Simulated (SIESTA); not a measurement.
# A series of single points on W

System: W (1 atom in the cell).
Method: Kohn-Sham DFT of a periodic cell, PBE, PseudoDojo 0.4 standard NC, numerical atomic orbitals, no spin polarisation (SIESTA 5.4.2).

The 7 runs differ only in the geometry, by an even scaling of the cell at fixed fractional positions. The structure derives from an entry of the Crystallography Open Database.

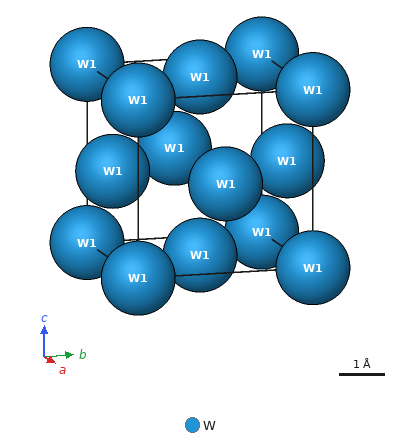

Figure 1. The structure of run 4 (spheres-only view of the cell 4 times as large as that of the calculation, set on its symmetry axes, seen slightly off an axis; atoms are numbered from 1 in the order of the input).

### Input file of run 4
```
SystemName                      W
SystemLabel                     W
NumberOfSpecies                 1
NumberOfAtoms                   1
%block ChemicalSpeciesLabel
  1  74 W
%endblock ChemicalSpeciesLabel
%include structure.fdf

%block kgrid.MonkhorstPack
   11   0   0  0.0
    0  11   0  0.0
    0   0  11  0.0
%endblock kgrid.MonkhorstPack
XC.Functional                   GGA
XC.Authors                      PBE
PAO.BasisSize                   DZP
PAO.EnergyShift                 0.002 Ry
Mesh.Cutoff                     800 Ry
OccupationFunction              FD
ElectronicTemperature           0.05 eV
MaxSCFIterations                120
SCF.MustConverge                false
SCF.Mixer.Method                Pulay
SCF.Mixer.Weight                0.25
SCF.Mixer.History               8
SCF.DM.Tolerance                5.0e-05
SCF.H.Tolerance                 1.0e-03 eV
WriteForces                     true
Charge.Mulliken                 end
Charge.Hirshfeld                end
Charge.Voronoi                  end
SaveRho                         true
SaveElectrostaticPotential      true
```

### File structure.fdf of run 4
```
LatticeConstant                 1.0 Ang
%block LatticeVectors
     0.0000000000     2.0300000000     2.0300000000
     2.0300000000     0.0000000000     2.0300000000
     2.0300000000     2.0300000000     0.0000000000
%endblock LatticeVectors
AtomicCoordinatesFormat         Fractional
%block AtomicCoordinatesAndAtomicSpecies
     0.0000000000     0.0000000000     0.0000000000  1  W
%endblock AtomicCoordinatesAndAtomicSpecies
```

Command:
```bash
siesta < W.fdf > W.out 2>&1
```

Run 5 has the same physical settings and fractional positions; its lattice vectors (Å) are:
```
   0.000000    2.043444    2.043444
   2.043444    0.000000    2.043444
   2.043444    2.043444    0.000000
```

### Results, with one run withheld

| run | volume per atom (Å³) | free energy per atom, from the lowest run given (meV) | pressure (GPa) |
| --- | --- | --- | --- |
| 1 | 15.727 | 49.64 | 19.08 |
| 2 | 16.062 | 18.33 | 11.12 |
| 3 | 16.396 | 2.38 | 4.29 |
| 4 | 16.731 | 0.00 | −1.94 |
| 5 | 17.065 | ? | ? |
| 6 | 17.400 | 32.02 | −12.63 |
| 7 | 17.735 | 63.03 | −17.00 |

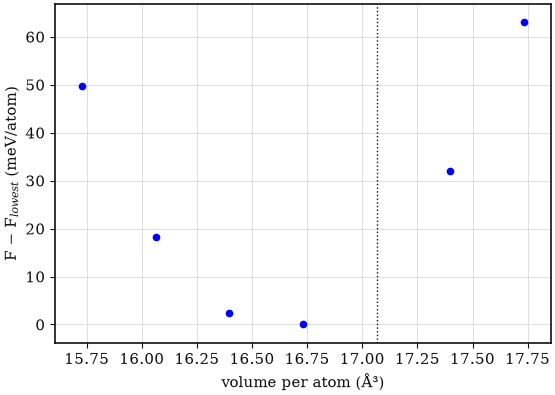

Figure 2. Free energy per atom of the runs given; the dotted line marks run 5.

Estimate the energy of run 5 from the others.

A cubic polynomial in V^(−2/3) (the Birch–Murnaghan form), fitted to the 6 runs given, misses them by at most 0.22 meV per atom. With x = V^(−2/3) − 0.15336 Å⁻², it reads F = −0.46317 − 642.76 x + 1.5094e+06 x² + 2.7913e+06 x³ (meV per atom). At run 5 it gives 10.47 meV per atom, and the run itself gives 10.48. The slope of the fit gives a pressure −dF/dV of −7.66 GPa there, and the run prints −7.81 GPa. The two needn't agree exactly: the fit is approximate, and the printed stress is taken on a finite basis. The fit has its minimum at 16.616 Å³ per atom, where V d²F/dV² gives 305 GPa: the bulk modulus at this level, since symmetry fixes the shape and the positions.

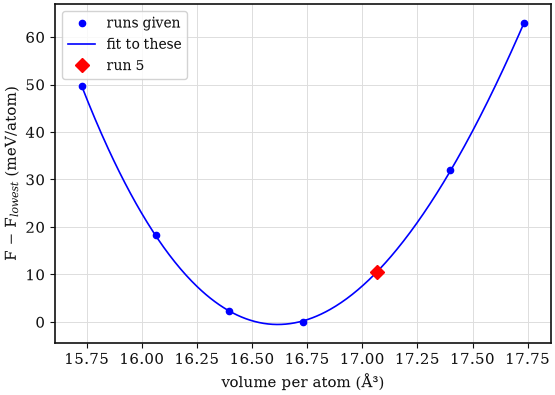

Figure 3. The fit and the withheld run.

### Some lines of the output (run 5)
```
[...]
outcell: Cell volume (Ang**3)        :     17.0655
stepf: Fermi-Dirac step function
siesta: Etot    =     -2062.896788
siesta: FreeEng =     -2062.906109
        iscf     Eharris(eV)        E_KS(eV)     FreeEng(eV)     dDmax    Ef(eV) dHmax(eV)
siesta: E_KS(eV) =            -2063.2378
siesta: E_KS - E_eggbox =     -2063.2378
siesta: Etot    =     -2063.237783
siesta: FreeEng =     -2063.246921
siesta:         Fermi =      -5.185915
siesta: Cell volume =         17.065471 Ang**3
    Orbital volume contribution        =           1.291679 eV
```

Notes: Spin–orbit coupling is left out, which matters for W. With a small basis of atomic orbitals these values can differ much from converged plane-wave results.
